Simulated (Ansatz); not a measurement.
# CuO: 6 runs along one coordinate

System: CuO (P-6m2, 2 atoms in the cell).
Method: Kohn-Sham DFT of a periodic cell, PBE, Ansatz PAW, no spin polarisation (Ansatz 0.2.0).

The 6 runs differ only in the geometry, by an even scaling of the cell at fixed fractional positions. The structure was built on a prototype by a generator; it need not be a known phase.

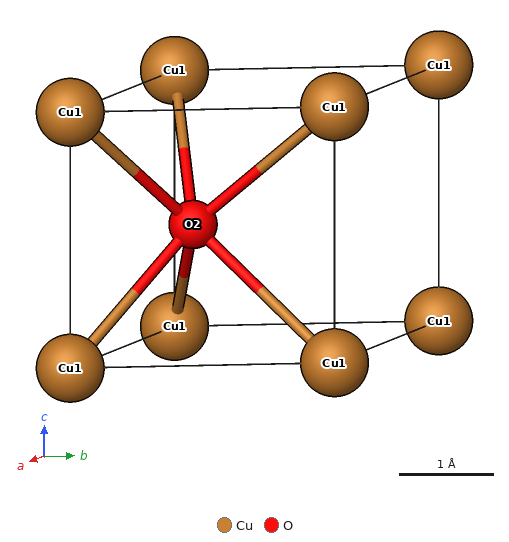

Figure 1. The structure of run 4 (ball-and-stick view of the cell of the calculation, seen slightly off an axis; atoms are numbered from 1 in the order of the input).

## Input of run 4
```yaml
crystal:
  lattice:
    - [2.8551092674, 0.0, 0.0]
    - [-1.4275546287, 2.4725971575, 0.0]
    - [0.0, 0.0, 2.786445187]
  atoms:
    - { symbol: Cu, position: [0.0, 0.0, 0.0] }
    - { symbol: O, position: [0.6666666667, 0.3333333333, 0.5] }
hamiltonian:
  xc: pbe
  pseudopotentials: { kind: paw }
kpoints:
  mp_grid: { grid: [11, 11, 10] }
scf:
  occupations: { method: fermi_dirac, width: 0.05 }
output:
  forces: true
  stress: true
  eigenvalues: true
```

Command:
```bash
ansatz run input.yaml --threads 2 --pin off --max-ram 5120MiB --backend cpu --events-out ev --progress --plain --runs-dir out
```

Run 3 differs from it as follows:
```diff
-    - [2.8551092674, 0.0, 0.0]
-    - [-1.4275546287, 2.4725971575, 0.0]
-    - [0.0, 0.0, 2.786445187]
+    - [2.83632511, 0.0, 0.0]
+    - [-1.41816255, 2.4563296, 0.0]
+    - [0.0, 0.0, 2.76811278]
```

## Results, with one run withheld

| run | volume per atom (Å³) | free energy per atom, from the lowest run given (meV) | pressure (GPa) |
| --- | --- | --- | --- |
| 1 | 9.064 | 16.11 | 11.52 |
| 2 | 9.257 | 4.98 | 7.05 |
| 3 | 9.643 | ? | ? |
| 4 | 9.836 | 0.00 | −3.67 |
| 5 | 10.028 | 6.12 | −6.49 |
| 6 | 10.221 | 15.49 | −9.00 |

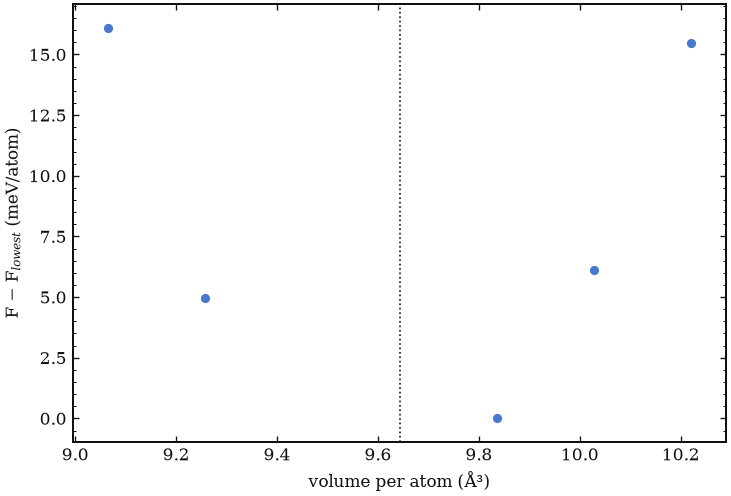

Figure 2. Free energy per atom of the runs given; the dotted line marks run 3.

Estimate the energy of run 3 from the others.

A cubic polynomial in V^(−2/3) (the Birch–Murnaghan form), fitted to the 5 runs given, misses them by under 0.01 meV per atom. With x = V^(−2/3) − 0.22041 Å⁻², it reads F = −2.4637 − 354.48 x + 2.3391e+05 x² + 3.7197e+05 x³ (meV per atom). At run 3 it gives −2.55 meV per atom, and the run itself gives −2.57. The slope of the fit gives a pressure −dF/dV of −0.50 GPa there, and the run prints −0.50 GPa. The fit has its minimum at 9.614 Å³ per atom, where V d²F/dV² gives 170 GPa. Cell shape and fractional positions are held, so this is the stiffness under even scaling; the relaxed bulk modulus wasn't computed.

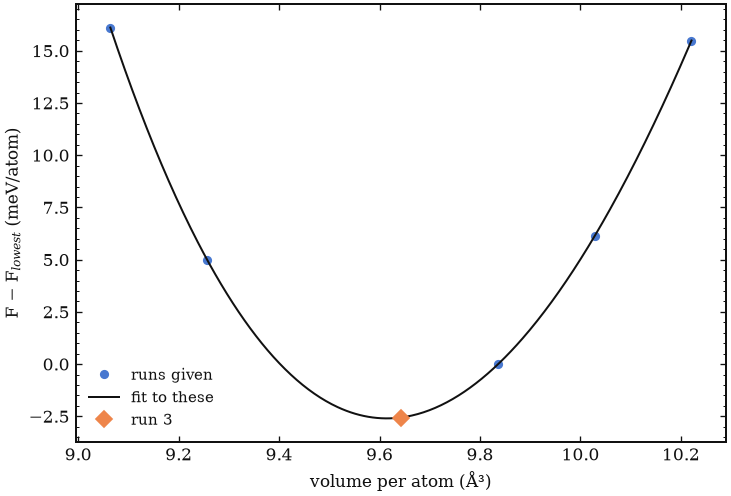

Figure 3. The fit and the withheld run.

## Output, shortened to warnings, some set-up lines, iterations and results (run 3)
```
Basis set: ecut = 420 eV, 405 PW (Γ), exchange–correlation on 40×40×40 points (8 copies of the dense FFT grid, shifted against one another)
Symmetry: 12 space group operations
k-points: 96 of 1210 (time reversal used)
Initial density: superposition of atomic densities (neutral atoms: chi_scale 0, normalization atom), corrected by the library's trained network
[...]
SCF iter   1: F=—  HF=-7190.543266 eV  |F-HF|=—  |Δ(HF+E_count)|=         —  Δρ=5.89e-3  dr2=3.73e-3  ethr=1.77e-3  ⟨swp⟩=5.5  Hψ=6958  notcnv=0
SCF iter   2: F=—  HF=-7190.543112 eV  |F-HF|=—  |Δ(HF+E_count)|=   1.55e-4  Δρ=3.11e-3  dr2=1.21e-3  ethr=1.49e-5  ⟨swp⟩=2.0  Hψ=3036  notcnv=0
SCF iter   3: F=—  HF=-7190.543035 eV  |F-HF|=—  |Δ(HF+E_count)|=   7.64e-5  Δρ=6.53e-4  dr2=5.14e-5  ethr=4.84e-6  ⟨swp⟩=1.0  Hψ=1632  notcnv=0
SCF iter   4: F=—  HF=-7190.543020 eV  |F-HF|=—  |Δ(HF+E_count)|=   1.53e-5  Δρ=2.16e-4  dr2=3.11e-6  ethr=2.06e-7  ⟨swp⟩=2.2  Hψ=2481  notcnv=0
SCF iter   5: F=—  HF=-7190.543020 eV  |F-HF|=—  |Δ(HF+E_count)|=   5.12e-8  Δρ=3.39e-5  dr2=5.27e-8  ethr=1.24e-8  ⟨swp⟩=2.1  Hψ=2419  notcnv=0
SCF iter   6: F=-7190.543020 eV  HF=-7190.543020 eV  |F-HF|=1.54e-9  |Δ(HF+E_count)|=   7.29e-8  Δρ=5.96e-6  dr2=1.79e-9  ethr=2.11e-10  ⟨swp⟩=4.0  Hψ=5100  notcnv=0
SCF 1 converged in 6 iterations: F = -7190.543020 eV  dr2 = 1.79e-9
SCF converged after 6 iterations
Free energy (F): -7190.543020 eV
Harris-Foulkes:  -7190.543020 eV  (|F-HF|=1.54e-9)
Internal energy: -7190.519295 eV  (E = F + TS)
E sigma→0 (E₀):  -7190.531158 eV
Entropy (-TS):   -0.023725 eV (-11.862 meV/atom)
Fermi energy:    12.605291 eV
--- Per-component energies (eV) ---
  E_band       = -403.416104
  E_kinetic    = 469.918578
  E_local      = -4656.717752  (includes V_loc(G=0)·N_el)
  E_nonlocal   = 442.932019
  E_hartree    = 2019.015454
  E_xc         = -161.226299
  E_vxc        = -206.955016  (∫ρ·V_xc dr)
  E_paw        = -1822.605461  (= ΣΔE_a)
  E_vpaw       = -490.627578  (= ΣTr[D̂ρ^β])
  E_aug_tail   = 0.002411  (compensation charges beyond the density's cutoff)
  E_ewald      = -3481.838246
  E_smearing   = -0.023725  (= −TS)
  E_closure    = 0.000000  (closes the sum)
  Σ components = -7190.543020   (vs F -7190.543020, Δ=0.00e0)
--- Forces (eV/Å), atoms counted from 1 ---
  atom   1  Cu    -0.00000000     0.00000000     0.00000000
  atom   2  O     -0.00000000     0.00000000    -0.00000000
  max |Σ_I F_I| component: 7.40e-17 eV/Å
--- Stress (GPa, compression-positive) ---
        2.930531       0.000000       0.000000
        0.000000       2.930531       0.000000
        0.000000       0.000000      -7.354203
  P = ⅓ Tr σ = -0.4977 GPa (-4.977 kbar)
```

Notes: The run has no spin polarisation, so a magnetic state may lie lower.
